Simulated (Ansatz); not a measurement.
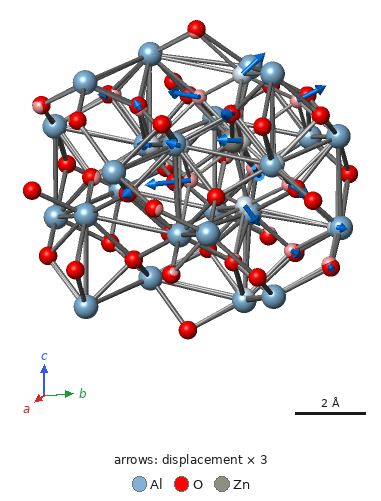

This is a relaxation of a defect cell of composition Al₄₈O₇₂Zn (cell charge −1). The starting structure is drawn faded, the final one solid; blue arrows show the displacements, magnified 3 times.

The picture is a ball-and-stick view of the atoms within 5.0 Å of the atom that moves most (axes of the cell of the calculation (origin shifted)), seen slightly off an axis.

Level of theory: Ansatz, DFT, PBEsol, PAW, plane waves. (plane-wave cutoff 420 eV; k-point mesh 1 × 1 × 1; mesh shifted by (0.25, 0.25, 0.25); collinear spin; atoms relaxed in a fixed cell; force threshold 0.03 eV/Å; at most 80 steps)

Which element moves most?

Answer. Oxygen: up to 0.46 Å, against 0.30 Å for aluminium.

What happened in the run?

Answer. After 12 geometry steps the energy has fallen by 7.807 eV per cell of the calculation. The largest force component goes from 9.7 to 0.011 eV/Å. The largest move is that of an O atom, 0.46 Å along −b. Largest moves by element: O 0.46 Å, Al 0.30 Å, Zn 0.28 Å. The cell stays as it was. Near-neighbour distances that change, for instance: Al–O 1.892 → 2.510 Å, Al–O 1.797 → 2.395 Å, O–Zn 2.034 → 2.567 Å, Al–O 1.882 → 2.354 Å. Bonds break, among them: Al–O (1.80 → 2.39 Å), Al–O (1.89 → 2.51 Å). Bond angles that change, for instance: Al–Zn–Al 175.2° → 152.0°, Al–O–Al 131.1° → 152.7°, Al–O–Al 132.0° → 152.5°. Cost: 33 s on 1 × NVIDIA GB300 Max-Q with 8 threads of Arm Neoverse-V2, peak memory 2.2 GiB.

Limits of the set-up: the cell is charged, on a uniform background, and energies carry no finite-size correction.
